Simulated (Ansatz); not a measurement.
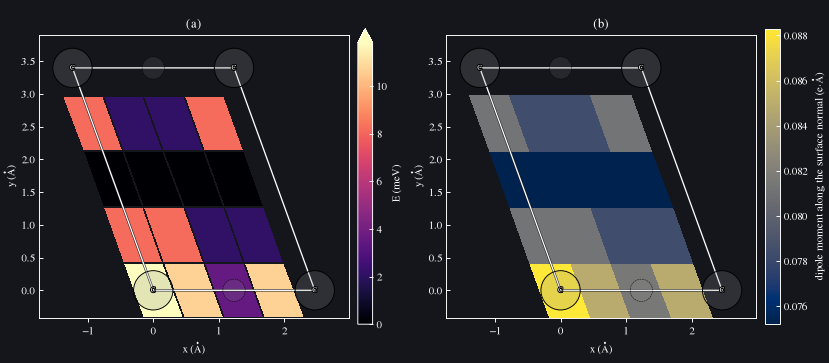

CO on a C(010) slab cut from the Fmmm phase, its upper half relaxed before the scan (24 atoms of substrate and one adsorbate in a 2 × 2 cell). CO (O end down) is moved over the surface cell at a fixed height above a rigid substrate; the origin of the map has the adsorbate above C21; the height is held at 3.10 Å. Places are given modulo a cell vector. The map is drawn in real space over the plane of the surface. The grid has 4 × 4 points; 7 points were computed and 9 follow by symmetry. Places are given in fractions of the 1 × 1 surface cell. All energies are given in meV relative to the lowest grid point. At a fixed height the lowest place need not be the adsorption site. Method: Ansatz 0.2.0, DFT PBE+D3(BJ), scalar-relativistic, plane waves, PAW. Settings: cutoff 420 eV, k-mesh 6×4×1, gaussian smearing 0.05 eV, no spin polarisation.

Panel (a) is the energy; panel (b) is the computed dipole moment along the surface normal, in e·Å.

Drawn: one coloured cell a grid point, labelled circles for the atoms of the top layer and small ones for the second layer, the outline of one cell of the plane, one colour for all values above the top of the scale.

### How does the dipole moment along the surface normal vary over the map, and what is it at the lowest grid point?

It runs from 0.08 e·Å at the trough between two rows of top atoms, (0/4, 2/4) of the cell vectors to 0.09 e·Å at the top site over a surface C atom, (0/4, 0/4) of the cell vectors. At the lowest grid point, the trough between two rows of top atoms, (0/4, 2/4) of the cell vectors, it is 0.08 e·Å.

```csv
"second ↓, first →",0/4,1/4,2/4,3/4
3/4,0.08,0.08,0.08,0.08
2/4,0.08,0.08,0.08,0.08
1/4,0.08,0.08,0.08,0.08
0/4,0.09,0.08,0.08,0.08
```

PAW datasets: the set soft_1.
